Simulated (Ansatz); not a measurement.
## Two runs on ScAl

System: ScAl (Pm-3m, 2 atoms in the cell).
Method of the first run: Kohn-Sham DFT of a periodic cell, LDA, Ansatz PAW, no spin polarisation (Ansatz 0.2.0).

The structure derives from a Materials Project entry. Text and figures count atoms from 1; the logs count them from 0 in places.

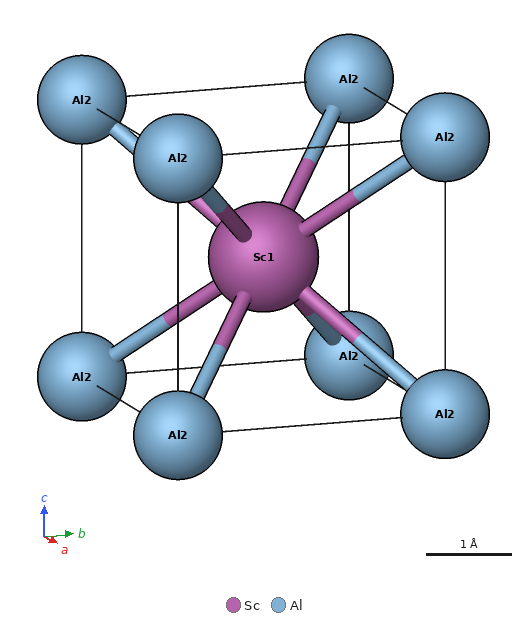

Fig. 1: The structure as given in the input (ball-and-stick view of the cell of the calculation, seen slightly off an axis; atoms are numbered from 1 in the order of the input). An atom can appear more than once, as a periodic image.

### Input, the first run
```yaml
crystal:
  lattice:
    - [3.37034897, 0.0, 0.0]
    - [0.0, 3.37034897, 0.0]
    - [0.0, 0.0, 3.37034897]
  atoms:
    - { symbol: Sc, position: [0.5, 0.5, 0.5] }
    - { symbol: Al, position: [0.0, 0.0, 0.0] }
hamiltonian:
  xc: lda
  pseudopotentials: { kind: paw }
kpoints:
  mp_grid: { grid: [8, 8, 8] }
scf:
  occupations: { method: fermi_dirac, width: 0.05 }
output:
  forces: true
  stress: true
  eigenvalues: true
relax:
  f_tol: 0.01
  max_steps: 40
  cell: { stress_tol: 0.05 }
```

Launched with:
```bash
ansatz run input.yaml --threads 2 --pin off --max-ram 5632MiB --backend cpu --events-out ev --progress --plain --runs-dir out
```

Hardware: 2 threads of Arm Neoverse V1, 24 GiB of memory available, shared host.

### Output, shortened to warnings, some set-up lines, iterations and results (the first run)
```
Basis set: ecut = 420 eV, 739 PW (Γ)
Symmetry: 48 space group operations
k-points: 35 of 512
Initial density: superposition of atomic densities (neutral atoms: chi_scale 0, normalization atom), corrected by the library's trained network
[...]
SCF iter   1: F=—  HF=-2602.843853 eV  |F-HF|=—  |Δ(HF+E_count)|=         —  Δρ=4.11e-3  dr2=7.81e-3  ethr=1.77e-3  ⟨swp⟩=5.0  Hψ=2067  notcnv=0
SCF iter   2: F=—  HF=-2602.842532 eV  |F-HF|=—  |Δ(HF+E_count)|=   1.32e-3  Δρ=2.50e-3  dr2=2.50e-3  ethr=5.58e-5  ⟨swp⟩=1.0  Hψ=665  notcnv=0
SCF iter   3: F=—  HF=-2602.842144 eV  |F-HF|=—  |Δ(HF+E_count)|=   3.87e-4  Δρ=6.50e-4  dr2=2.62e-4  ethr=1.78e-5  ⟨swp⟩=2.5  Hψ=512  notcnv=0
SCF iter   4: F=—  HF=-2602.842070 eV  |F-HF|=—  |Δ(HF+E_count)|=   7.44e-5  Δρ=1.44e-4  dr2=6.61e-6  ethr=1.87e-6  ⟨swp⟩=2.7  Hψ=624  notcnv=0
SCF iter   5: F=—  HF=-2602.842071 eV  |F-HF|=—  |Δ(HF+E_count)|=   1.03e-6  Δρ=1.23e-5  dr2=4.73e-8  ethr=4.72e-8  ⟨swp⟩=2.3  Hψ=513  notcnv=0
[... 23 lines ...]
SCF iter   2: F=—  HF=-2602.872155 eV  |F-HF|=—  |Δ(HF+E_count)|=   1.03e-7  Δρ=1.61e-5  dr2=1.48e-8  ethr=3.43e-10  ⟨swp⟩=2.1  Hψ=501  notcnv=0
SCF iter   3: F=—  HF=-2602.872155 eV  |F-HF|=—  |Δ(HF+E_count)|=   2.80e-8  Δρ=7.56e-6  dr2=3.53e-9  ethr=1.06e-10  ⟨swp⟩=2.8  Hψ=620  notcnv=0
SCF iter   4: F=-2602.872155 eV  HF=-2602.872155 eV  |F-HF|=8.19e-12  |Δ(HF+E_count)|=   7.74e-9  Δρ=3.38e-7  dr2=1.50e-11  ethr=1.00e-12  ⟨swp⟩=4.0  Hψ=1680  notcnv=0
SCF 5 converged in 4 iterations: F = -2602.872155 eV  dr2 = 1.50e-11
relax step   5: F+E_penalty+E_count = -2602.87215477 eV  Δ(F+E_penalty+E_count) = +3.027e-4 eV  max|allowed force component| = 2.054e-29 eV/Å  Δτ_max = 0.0000 Å  P = -0.029 …
basis re-selected at this cell: Δ(F+E_penalty+E_count) = +3.027e-4 eV, ΔP = -0.015 GPa vs the last step (what re-selecting the basis moved, of the pressure what is left beyond the Pulay correction that the steps carried, after the strain that the cell walked since its last selection, with what the …
SCF converged after 4 iterations
Free energy (F): -2602.872155 eV
Harris-Foulkes:  -2602.872155 eV  (|F-HF|=8.19e-12)
Internal energy: -2602.863891 eV  (E = F + TS)
E sigma→0 (E₀):  -2602.868023 eV
Entropy (-TS):   -0.008263 eV (-4.132 meV/atom)
Fermi energy:    9.997485 eV
--- Per-component energies (eV) ---
  E_band       = -142.593599
  E_kinetic    = 286.421007
  E_local      = -899.105511  (includes V_loc(G=0)·N_el)
  E_nonlocal   = 98.358624
  E_hartree    = 326.478611
  E_xc         = -143.583524
  E_vxc        = -159.305300  (∫ρ·V_xc dr)
  E_paw        = -1353.849295  (= ΣΔE_a)
  E_vpaw       = -121.919636  (= ΣTr[D̂ρ^β])
  E_aug_tail   = 0.000006  (compensation charges beyond the density's cutoff)
  E_ewald      = -917.944449
  E_core_change = 0.360639  (= ΣΔE_core)
  E_smearing   = -0.008263  (= −TS)
  E_closure    = 0.000000  (closes the sum)
  Σ components = -2602.872155   (vs F -2602.872155, Δ=0.00e0)
--- Forces (eV/Å), atoms counted from 1 ---
  atom   1  Sc    -0.00000000     0.00000000     0.00000000
  atom   2  Al     0.00000000     0.00000000    -0.00000000
  max |Σ_I F_I| component: 4.31e-29 eV/Å
--- Stress (GPa, compression-positive) ---
       -0.029478      -0.000000       0.000000
       -0.000000      -0.029478       0.000000
        0.000000       0.000000      -0.029478
  P = ⅓ Tr σ = -0.0295 GPa (-0.295 kbar)
--- Relaxed structure (4 steps of the walk, 4 accepted, 1 SCFs on fresh bases) ---
  F+E_penalty+E_count = -2602.87215477 eV   max|allowed force component| = 2.054e-29 eV/Å   (the final SCF, on the basis selected at the relaxed cell)
  cell:  # Å, volume = 36.2046 Å³
    - [3.308169303918194, -8.024708101613482e-34, -1.9259299443872355e-33]
    - [-8.024708101613482e-34, 3.308169303918194, 0.0]
    - [-1.9259299443872355e-33, 0.0, 3.308169303918194]
  atoms:
    - { symbol: Sc, position: [0.49999999999999994, 0.49999999999999994, 0.49999999999999994] }
    - { symbol: Al, position: [2.8571669603299604e-35, 3.031674581272946e-47, 6.496445531299171e-48] }
```

The second run used a changed input.

### The two runs side by side

```csv
quantity,the first run,the second run
outcome,converged,converged
free energy per atom (eV),−1301.4361,−1318.4258
"energy per atom, smearing taken to zero (eV)",−1301.4340,−1318.4235
gap on the mesh (eV),0.00,0.00
pressure (GPa),−0.03,0.00
volume per atom (Å³),18.10,18.71
largest force (eV/Å),0.000,0.000
SCF iterations,23,25
irreducible k-points,35,35
wall time (shared host),3.2 s,3.9 s
```

Which change of the input explains these differences?

The change (lines with − go, lines with + come):
```diff
-  xc: lda
+  xc: pbesol
```

The total energies belong to different methods, so their difference says nothing on which is more stable or more accurate. The volume per atom goes from 18.10 to 18.71 Å³. The functional changes from LDA to PBEsol. The SCF takes 25 iterations over all geometry steps against 23.

### Output, shortened to warnings, some set-up lines, iterations and results (the second run)
```
Basis set: ecut = 420 eV, 739 PW (Γ), exchange–correlation on 48×48×48 points (8 copies of the dense FFT grid, shifted against one another)
Symmetry: 48 space group operations
k-points: 35 of 512
Initial density: superposition of atomic densities (neutral atoms: chi_scale 0, normalization atom), corrected by the library's trained network
[...]
SCF iter   1: F=—  HF=-2636.848567 eV  |F-HF|=—  |Δ(HF+E_count)|=         —  Δρ=2.63e-3  dr2=4.14e-3  ethr=1.77e-3  ⟨swp⟩=5.0  Hψ=2047  notcnv=0
SCF iter   2: F=—  HF=-2636.847298 eV  |F-HF|=—  |Δ(HF+E_count)|=   1.27e-3  Δρ=1.66e-3  dr2=1.72e-3  ethr=2.96e-5  ⟨swp⟩=1.0  Hψ=665  notcnv=0
SCF iter   3: F=—  HF=-2636.846686 eV  |F-HF|=—  |Δ(HF+E_count)|=   6.12e-4  Δρ=1.32e-4  dr2=4.61e-6  ethr=1.23e-5  ⟨swp⟩=2.0  Hψ=489  notcnv=0
SCF iter   4: F=—  HF=-2636.846673 eV  |F-HF|=—  |Δ(HF+E_count)|=   1.34e-5  Δρ=9.82e-5  dr2=5.48e-6  ethr=3.30e-8  ⟨swp⟩=2.1  Hψ=618  notcnv=0
SCF iter   5: F=-2636.846671 eV  HF=-2636.846671 eV  |F-HF|=7.23e-8  |Δ(HF+E_count)|=   1.65e-6  Δρ=1.46e-5  dr2=9.14e-8  ethr=3.30e-8  ⟨swp⟩=2.6  Hψ=622  notcnv=0
[... 27 lines ...]
SCF iter   1: F=—  HF=-2636.851537 eV  |F-HF|=—  |Δ(HF+E_count)|=         —  Δρ=1.69e-6  dr2=7.96e-10  ethr=3.91e-9  ⟨swp⟩=3.0  Hψ=3228  notcnv=0
SCF iter   2: F=—  HF=-2636.851541 eV  |F-HF|=—  |Δ(HF+E_count)|=   4.17e-6  Δρ=6.33e-7  dr2=2.42e-10  ethr=5.69e-12  ⟨swp⟩=2.1  Hψ=649  notcnv=0
SCF iter   3: F=-2636.851541 eV  HF=-2636.851541 eV  |F-HF|=9.09e-13  |Δ(HF+E_count)|=  6.78e-11  Δρ=2.29e-7  dr2=6.01e-12  ethr=1.00e-12  ⟨swp⟩=3.1  Hψ=1511  notcnv=0
SCF 6 converged in 3 iterations: F = -2636.851541 eV  dr2 = 6.01e-12
relax step   6: F+E_penalty+E_count = -2636.85154080 eV  Δ(F+E_penalty+E_count) = +1.703e-6 eV  max|allowed force component| = 4.478e-30 eV/Å  Δτ_max = 0.0000 Å  P = -0.001 …
basis re-selected at this cell: Δ(F+E_penalty+E_count) = +1.703e-6 eV, ΔP = -0.000 GPa vs the last step (what re-selecting the basis moved, of the pressure what is left beyond the Pulay correction that the steps carried, after the strain that the cell walked since its last selection, with what the …
SCF converged after 3 iterations
Free energy (F): -2636.851541 eV
Harris-Foulkes:  -2636.851541 eV  (|F-HF|=9.09e-13)
Internal energy: -2636.842615 eV  (E = F + TS)
E sigma→0 (E₀):  -2636.847078 eV
Entropy (-TS):   -0.008926 eV (-4.463 meV/atom)
Fermi energy:    9.792448 eV
--- Per-component energies (eV) ---
  E_band       = -147.281611
  E_kinetic    = 285.315185
  E_local      = -908.811623  (includes V_loc(G=0)·N_el)
  E_nonlocal   = 94.953655
  E_hartree    = 330.009566
  E_xc         = -143.414636
  E_vxc        = -158.603050  (∫ρ·V_xc dr)
  E_paw        = -1387.193017  (= ΣΔE_a)
  E_vpaw       = -120.154954  (= ΣTr[D̂ρ^β])
  E_aug_tail   = 0.000009  (compensation charges beyond the density's cutoff)
  E_ewald      = -907.849918
  E_core_change = 0.148164  (= ΣΔE_core)
  E_smearing   = -0.008926  (= −TS)
  E_closure    = 0.000000  (closes the sum)
  Σ components = -2636.851541   (vs F -2636.851541, Δ=0.00e0)
--- Forces (eV/Å), atoms counted from 1 ---
  atom   1  Sc    -0.00000000     0.00000000     0.00000000
  atom   2  Al    -0.00000000    -0.00000000     0.00000000
  max |Σ_I F_I| component: 8.92e-30 eV/Å
--- Stress (GPa, compression-positive) ---
       -0.001293      -0.000000      -0.000000
       -0.000000      -0.001293       0.000000
       -0.000000       0.000000      -0.001293
  P = ⅓ Tr σ = -0.0013 GPa (-0.013 kbar)
--- Relaxed structure (4 steps of the walk, 4 accepted, 2 SCFs on fresh bases) ---
  F+E_penalty+E_count = -2636.85154080 eV   max|allowed force component| = 4.478e-30 eV/Å   (the final SCF, on the basis selected at the relaxed cell)
  cell:  # Å, volume = 37.4257 Å³
    - [3.3449533788474475, -5.356492657827e-34, -5.837975143923809e-34]
    - [-4.072539361568842e-34, 3.3449533788474475, -6.419766481290786e-35]
    - [-6.018531076210112e-36, -6.419766481290786e-35, 3.3449533788474475]
  atoms:
    - { symbol: Sc, position: [0.5, 0.5, 0.5] }
    - { symbol: Al, position: [-7.619111894268015e-35, 2.9762155836976138e-36, 2.3809724669589578e-36] }
```
